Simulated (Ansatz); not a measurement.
Structure (in its standard cell), the input geometry of an electronic-structure calculation (not necessarily at equilibrium); the starting structure was generated, so it need not be a known form of this composition:

```cif
data_structure
_symmetry_space_group_name_H-M 'P 1'
_symmetry_Int_Tables_number 1
_cell_length_a 4.6157
_cell_length_b 4.6157
_cell_length_c 2.8498
_cell_angle_alpha 90.000
_cell_angle_beta 90.000
_cell_angle_gamma 120.000
_cell_volume 52.58
loop_
_atom_site_label
_atom_site_type_symbol
_atom_site_fract_x
_atom_site_fract_y
_atom_site_fract_z
_atom_site_occupancy
Ti1 Ti 0.00000 0.00000 0.00000 1
Ti2 Ti 0.33333 0.66667 0.50000 1
Ti3 Ti 0.66667 0.33333 0.50000 1
```

**Predict the [100] zone-axis pattern (200 kV, kinematic, B = 0.5 Å²).**

The spots form a rectangular net whose two shortest vectors correspond to d = 4.00 Å and 2.85 Å, 90.0° apart. They are 0 1 0 (itself too weak to see) and 0 0 1. The pattern has symmetry 2mm. Reflections such as 0 1 0, 0 2 0, 0 1 -2 are allowed but too weak to see at this display level.

Strongest reflections with d > 0.87 Å, one of each family (|F|² from tabulated Gaussian fits of the electron scattering factors, times a small damping for the curvature of the Ewald sphere):

```tsv
hkl	d (Å)	I (strongest = 100)
0 1 1	2.320	100
0 0 2	1.425	73
0 3 0	1.332	61
0 2 1	1.636	46
0 0 1	2.850	38
0 3 2	0.973	23
```

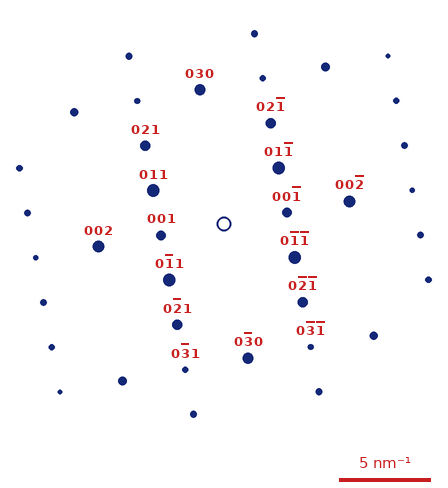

Calculated pattern, seen from the source side with [100] pointing towards the source.
